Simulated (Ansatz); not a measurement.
MgS: single-point calculation

System: MgS (P6₃/mmc, 4 atoms in the cell).
Method: DFT, PBEsol, plane waves, PAW, no spin polarisation (Ansatz 0.2.0).

The structure was built on a prototype by a generator. The geometry comes from this level: r2SCAN. It belongs to a series of runs on one base structure; here: drawn settings. Figures and captions count atoms from 1; the log counts them from 0 in places.

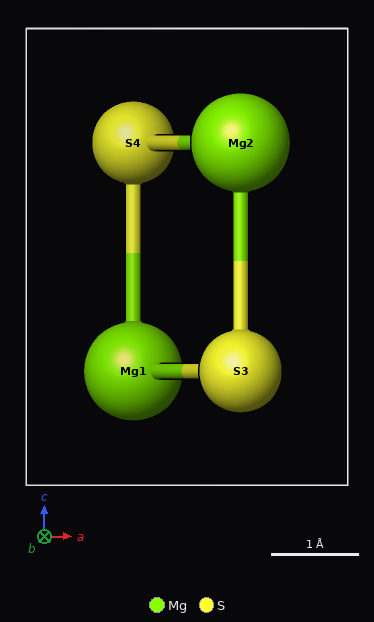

The input geometry (ball-and-stick view of the cell of the calculation, along the b axis; atoms are numbered from 1 in the order of the input).

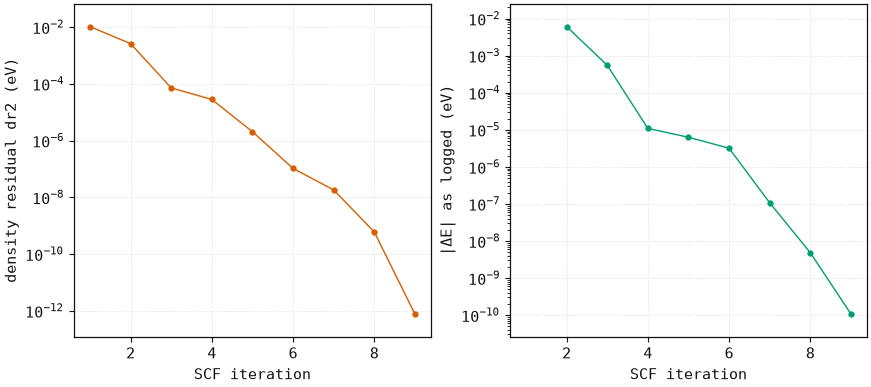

Convergence of the self-consistent field: density residual dr2 and size of the energy change against the SCF iteration. The residual falls at every step.

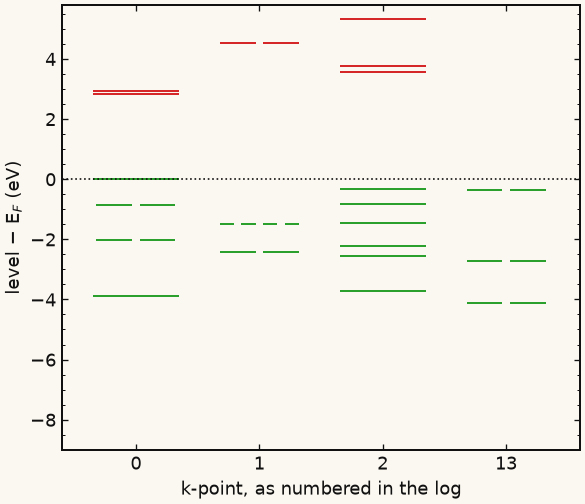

Kohn–Sham levels near the Fermi level (dotted) at the few k-points that the log prints; levels within 0.02 eV of each other stand side by side. Among these points the highest filled and lowest empty levels are 2.84 eV apart, which is the gap on the mesh.

The input and output of the run follow.

## Input
```yaml
crystal:
  lattice:
    - [4.295541588, 0.0, 0.0]
    - [-2.147770794, 3.7200481382, 0.0]
    - [0.0, 0.0, 5.2850910748]
  atoms:
    - { symbol: Mg, position: [0.3333333333, 0.6666666667, 0.25] }
    - { symbol: Mg, position: [0.6666666667, 0.3333333333, 0.75] }
    - { symbol: S, position: [0.6666666667, 0.3333333333, 0.25] }
    - { symbol: S, position: [0.3333333333, 0.6666666667, 0.75] }
kpoints:
  mp_grid: { grid: [6, 6, 2] }
hamiltonian:
  xc: pbesol
scf:
  occupations: { method: fixed }
output:
  optics:
    e_range: [0, 10]
    de: 0.2
    sigma: 0.15
    scissors: 2.5
    scheme: gaussian
    bands: { spectra_wanted_up_to: 10 }
  write_density: true
  write_potential: true
  elf: true
  volumetric_format: npy
```

Command:
```bash
ansatz run input.yaml --threads 4 --pin off --max-ram 3686MiB --backend cpu --events-out ev --progress --plain --runs-dir out
```

## Log
```
Engine: ansatz 0.2.0, aarch64-unknown-linux-gnu
Pseudopotentials: kind: paw
Pseudopotential: Mg, paw, valence charge 10, recommended cutoff 420 eV (normal), Mg.paw.azcp
Pseudopotential: S, paw, valence charge 6, recommended cutoff 420 eV (normal), S.paw.azcp
Functional definition: PBEsol
  exchange = pbesol_x
  correlation = pbesol_c
Crystal: 4 atoms, lattice volume = 84.454 Å³
Basis set: ecut = 420 eV, 1607 PW (Γ)
Bands: 20, of which v1, the nominal top of the filled ones, is band 16 counted from 1 (15 counted from 0)
Symmetry: 24 space group operations
Space group: P63/mmc (ITA 194), of the structure as read, at distance tolerance 4.4e-5 Å
k-points: 14 of 72
Non-local potential: Mg, projectors of the file, l = 0: 3, l = 1: 2, l = 2: 1
Non-local potential: S, projectors of the file, l = 0: 2, l = 1: 2, l = 2: 2
PAW form: soft (Blöchl's): semilocal exchange-correlation on the pseudo side does not see the compensation charge
PAW frozen core: Mg, regenerated for the run's functional, and the local potential with it (the file was generated under x = pbe(κ = 0.804, μ = 0.2195149727645171), c = pbe(β = 0.06672455060314922))
PAW frozen core: S, regenerated for the run's functional, and the local potential with it (the file was generated under x = pbe(κ = 0.804, μ = 0.2195149727645171), c = pbe(β = 0.06672455060314922))
PAW one-centre angular grid: Mg, 110 points (default); XC on 64 Gauss nodes
PAW one-centre angular grid: S, 110 points (default); XC on 64 Gauss nodes
Initial density: superposition of atomic densities (neutral atoms: chi_scale 0, normalization atom), corrected by the library's trained network
Initial wavefunctions: pseudopotential atomic-orbital guess
Functional: x = pbesol(κ = 0.804, μ = 0.12345679012345678), c = pbesol(β = 0.046)
SCF iter   1: F=—  HF=-5599.557641 eV  |F-HF|=—  |Δ(HF+E_count)|=         —  Δρ=2.90e-3  dr2=1.04e-2  ethr=1.77e-3  ⟨swp⟩=5.1  Hψ=1197  notcnv=0  defer=26
preconditioner: auto → Resta (q_TF=auto, 2.321 Å⁻¹)  ε∞=3.7  [insulator: Δε(μ)=2.794 eV  Ē_g=9.777 eV  n_scr=20 (ndim 8)  ℏωp=16.2 eV  f_vac=0.056  ε∞_Penn≈3.7]
SCF iter   2: F=—  HF=-5599.551546 eV  |F-HF|=—  |Δ(HF+E_count)|=   6.10e-3  Δρ=1.46e-3  dr2=2.60e-3  ethr=3.26e-5  ⟨swp⟩=2.1  Hψ=526  notcnv=0  defer=28
SCF iter   3: F=—  HF=-5599.550994 eV  |F-HF|=—  |Δ(HF+E_count)|=   5.51e-4  Δρ=3.37e-4  dr2=7.17e-5  ethr=8.12e-6  ⟨swp⟩=2.0  Hψ=416  notcnv=0  defer=28
SCF iter   4: F=—  HF=-5599.551005 eV  |F-HF|=—  |Δ(HF+E_count)|=   1.09e-5  Δρ=1.34e-4  dr2=2.81e-5  ethr=2.24e-7  ⟨swp⟩=2.1  Hψ=408  notcnv=0  defer=18
SCF iter   5: F=—  HF=-5599.550999 eV  |F-HF|=—  |Δ(HF+E_count)|=   6.29e-6  Δρ=3.94e-5  dr2=2.05e-6  ethr=8.79e-8  ⟨swp⟩=2.0  Hψ=371  notcnv=0
SCF iter   6: F=—  HF=-5599.550996 eV  |F-HF|=—  |Δ(HF+E_count)|=   3.18e-6  Δρ=9.12e-6  dr2=1.04e-7  ethr=6.40e-9  ⟨swp⟩=2.1  Hψ=467  notcnv=0
SCF iter   7: F=—  HF=-5599.550996 eV  |F-HF|=—  |Δ(HF+E_count)|=   1.07e-7  Δρ=4.00e-6  dr2=1.82e-8  ethr=3.25e-10  ⟨swp⟩=2.5  Hψ=449  notcnv=0
SCF iter   8: F=—  HF=-5599.550996 eV  |F-HF|=—  |Δ(HF+E_count)|=   4.81e-9  Δρ=7.44e-7  dr2=5.99e-10  ethr=5.70e-11  ⟨swp⟩=2.1  Hψ=387  notcnv=0
SCF iter   9: F=-5599.550996 eV  HF=-5599.550996 eV  |F-HF|=1.82e-12  |Δ(HF+E_count)|=  1.07e-10  Δρ=3.12e-8  dr2=7.68e-13  ethr=1.00e-12  ⟨swp⟩=3.8  Hψ=1178  notcnv=0
SCF 1 converged in 9 iterations: F = -5599.550996 eV  dr2 = 7.68e-13
  greatest PAW one-centre occupation: 1.000 electrons in one spin orbital (limit 2), on the Mg atom at site 1 (counted from 0), in its partial waves of l = 0
NSCF: frozen V_eff on 14 k-points
Optics k sum: 0 of 14 k-points
Optics k sum: 1 of 14 k-points
Optics k sum: 2 of 14 k-points
Optics k sum: 3 of 14 k-points
Optics k sum: 4 of 14 k-points
Optics k sum: 5 of 14 k-points
Optics k sum: 6 of 14 k-points
Optics k sum: 7 of 14 k-points
Optics k sum: 8 of 14 k-points
Optics k sum: 9 of 14 k-points
Optics k sum: 10 of 14 k-points
Optics k sum: 11 of 14 k-points
Optics k sum: 12 of 14 k-points
Optics k sum: 13 of 14 k-points
Optics k sum: 14 of 14 k-points
Optics k sum: 0 of 14 k-points
Optics k sum: 1 of 14 k-points
Optics k sum: 2 of 14 k-points
Optics k sum: 3 of 14 k-points
Optics k sum: 4 of 14 k-points
Optics k sum: 5 of 14 k-points
Optics k sum: 6 of 14 k-points
Optics k sum: 7 of 14 k-points
Optics k sum: 8 of 14 k-points
Optics k sum: 9 of 14 k-points
Optics k sum: 10 of 14 k-points
Optics k sum: 11 of 14 k-points
Optics k sum: 12 of 14 k-points
Optics k sum: 13 of 14 k-points
Optics k sum: 14 of 14 k-points
output.optics: what the bands over the 30 summed would add to eps1, eps2 and the energy-loss function is held between a lower and an upper bound (6 Lanczos steps). eps1, eps2 and their loss function (loss_summed_bands) are given on every row as the summed bands alone make them. Along an axis, on a row where the two bounds hold the loss function to about 1 % of the greater of itself and 0.5 % of |1/eps|, its cell (loss_completed) is given, with the completed eps1 and eps2 that it is formed of (a cell that is left empty reads nan in the table and null in the record). The two bounds hold it so along every axis on all 51 rows up to 10.000 eV. The run works to bound the rows up to 10.000 eV and no higher ones: a peak of the loss function over that energy may be left empty with no warning. To have the run work for it, set output.optics.bands.spectra_wanted_up_to to a higher energy. perfect_screening_sum, loss_f_sum_n_eff and, beside carriers, perfect_screening_limit are those of loss_summed_bands: over the bounded function the two sums would run over rows that are not all bounded, and lack what the bands left out lay past the top of the energy grid. Bounded is said of the bands left out alone, which are those that the basis at basis.ecutwfc holds: it says nothing of that cutoff, of the k-point mesh, of what the sum inside its cells errs by (eps2_relative_error), of the factors of all_electron_strengths, nor of how far the SCF is converged. The bands left out are taken at the k-points, and what their mean over the points' cells stands off that by is in neither bound: the run's estimate of it, which the test of a row counts in, is 0.05 % of |eps| at the most among the values given; where the mean stood off by over 0.5 % the points' spread read 0.1 to 3 times that
SCF converged after 9 iterations
Free energy (F): -5599.550996 eV
Harris-Foulkes:  -5599.550996 eV  (|F-HF|=1.82e-12)
Internal energy: -5599.550996 eV  (E = F + TS)
E sigma→0 (E₀):  -5599.550996 eV
Fermi energy:    4.542573 eV
--- Per-component energies (eV) ---
  E_band       = -719.914725
  E_kinetic    = 368.588287
  E_local      = -3695.925434  (includes V_loc(G=0)·N_el)
  E_nonlocal   = 248.733274
  E_hartree    = 1337.365626
  E_xc         = -251.712983
  E_vxc        = -251.912046  (∫ρ·V_xc dr)
  E_paw        = -1731.203719  (= ΣΔE_a)
  E_vpaw       = -64.130093  (= ΣTr[D̂ρ^β])
  E_aug_tail   = -0.000002  (compensation charges beyond the density's cutoff)
  E_ewald      = -1875.637669
  E_core_change = 0.241623  (= ΣΔE_core)
  E_smearing   = -0.000000  (= −TS)
  E_closure    = -0.000000  (closes the sum)
  Σ components = -5599.550996   (vs F -5599.550996, Δ=0.00e0)
--- Band table (eV; the first three rows and the last of 14) ---
  k-point 0: bands = ["-69.8223", "-69.8218", "-36.7683", "-36.7669", "-36.7669", "-36.7647", "-36.7647", "-36.7622", "-7.7958", "-6.3069", "0.6509", "2.5176", "2.5176", "3.6698", "3.6698", "4.5426", "7.3803", "7.4738", "10.4514", "10.4514"]
  k-point 1: bands = ["-69.8220", "-69.8220", "-36.7658", "-36.7658", "-36.7658", "-36.7658", "-36.7653", "-36.7653", "-7.1294", "-7.1294", "2.1267", "2.1267", "3.0605", "3.0605", "3.0605", "3.0605", "9.0565", "9.0565", "10.3997", "10.3997"]
  k-point 2: bands = ["-69.8222", "-69.8219", "-36.7679", "-36.7670", "-36.7670", "-36.7650", "-36.7646", "-36.7626", "-7.6658", "-6.3295", "0.8363", "2.0001", "2.3131", "3.0754", "3.7276", "4.2318", "8.0951", "8.3177", "9.8565", "10.9631"]
  k-point 13: bands = ["-69.8220", "-69.8220", "-36.7685", "-36.7685", "-36.7662", "-36.7662", "-36.7632", "-36.7632", "-6.7454", "-6.7454", "0.4353", "0.4353", "1.8115", "1.8115", "4.1709", "4.1709", "10.3602", "10.3602", "10.5454", "10.5454"]
```

## File rho_z.tsv
```
# z_ang	rho[e/angstrom^3]
# format = ansatz-planar-average/11
# lattice	4.295541588	0.000000000	0.000000000
# lattice	-2.147770794	3.720048138	0.000000000
# lattice	0.000000000	0.000000000	5.285091075
# sites	4
# site	12	0.000000000	2.480032092	1.321272769
# site	12	2.147770794	1.240016046	3.963818306
# site	16	2.147770794	1.240016046	1.321272769
# site	16	0.000000000	2.480032092	3.963818306
0.000000	9.211701e-2
0.146808	9.746259e-2
0.293616	1.139871e-1
0.440424	1.432633e-1
0.587232	1.873052e-1
0.734040	2.609907e-1
0.880849	4.113138e-1
1.027657	6.681459e-1
1.174465	9.464106e-1
1.321273	1.070425e0
1.468081	9.464106e-1
1.614889	6.681459e-1
1.761697	4.113138e-1
1.908505	2.609907e-1
2.055313	1.873052e-1
2.202121	1.432633e-1
2.348929	1.139871e-1
2.495737	9.746259e-2
2.642546	9.211701e-2
2.789354	9.746259e-2
2.936162	1.139871e-1
3.082970	1.432633e-1
3.229778	1.873052e-1
3.376586	2.609907e-1
3.523394	4.113138e-1
3.670202	6.681459e-1
3.817010	9.464106e-1
3.963818	1.070425e0
4.110626	9.464106e-1
4.257434	6.681459e-1
4.404243	4.113138e-1
4.551051	2.609907e-1
4.697859	1.873052e-1
4.844667	1.432633e-1
4.991475	1.139871e-1
5.138283	9.746259e-2
```

## Summary

| quantity | value |
| --- | --- |
| outcome | converged |
| space group (tolerance 0.01 Å) | P6₃/mmc (194) |
| electrons treated | 32 |
| free energy | −5599.5510 eV |
| Fermi energy | 4.543 eV |
| gap on the k-point mesh | 2.84 eV |
| hardware | 4 threads of Arm Neoverse V1, 24 GiB of memory available, shared host |
| wall time | 6.8 s (CPU time 25 s) |
| peak memory | 0.6 GiB |

Settings chosen away from the usual ones: drawn settings.
